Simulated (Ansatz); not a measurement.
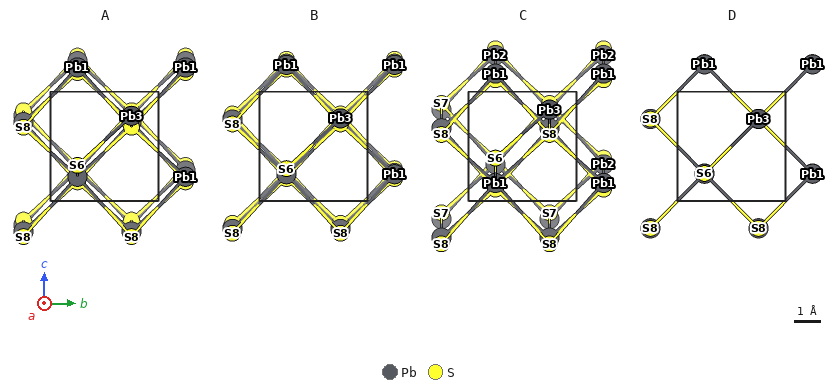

4 geometries from one relaxation of crystalline PbS (set up in Pnma), in shuffled order. A ball-and-stick model of the cell of the calculation, seen along the a axis.

These are results of Ansatz 0.2.0, DFT, PBE, plane-wave PAW, default files, scalar-relativistic, not measurements. Settings: plane-wave cutoff 420 eV; k-point mesh 3 × 8 × 8; occupations fermi dirac; smearing width 0.01 eV; no spin polarisation; atoms relaxed in a fixed cell; force threshold 0.02 eV/Å; at most 60 steps.

### Order the frames from highest to lowest energy.

C, A, B, D. They are steps 0, 2, 3, 6, at +0.209 eV per cell of the calculation, +0.117 eV per cell of the calculation, +69.0 meV per cell of the calculation relative to the last. After 5 accepted moves (6 points after the start) the energy has fallen by 0.209 eV per cell of the calculation. The largest force component goes from 0.11 to 0.0044 eV/Å. The line search rejected the trial step at point 5 of the run. The largest moves, 0.64 Å, are those of S atoms. Largest moves by element: S 0.64 Å, Pb 0.36 Å. The cell stays as it was. Among the contacts that change: Pb–S 3.416 → 3.003 Å, Pb–S 2.750 → 3.011 Å, Pb–S 3.188 → 3.006 Å, Pb–S 2.843 → 3.005 Å. Among the angles between lasting bonds that change: Pb–S–Pb 97.0° → 90.0°, Pb–S–Pb 96.0° → 89.3°, S–Pb–S 96.0° → 89.3°. The space group stays Pnma (No. 62). The run took 7.9 min on 1 thread of Arm Neoverse N1, on a shared host, peak memory 0.72 GiB.
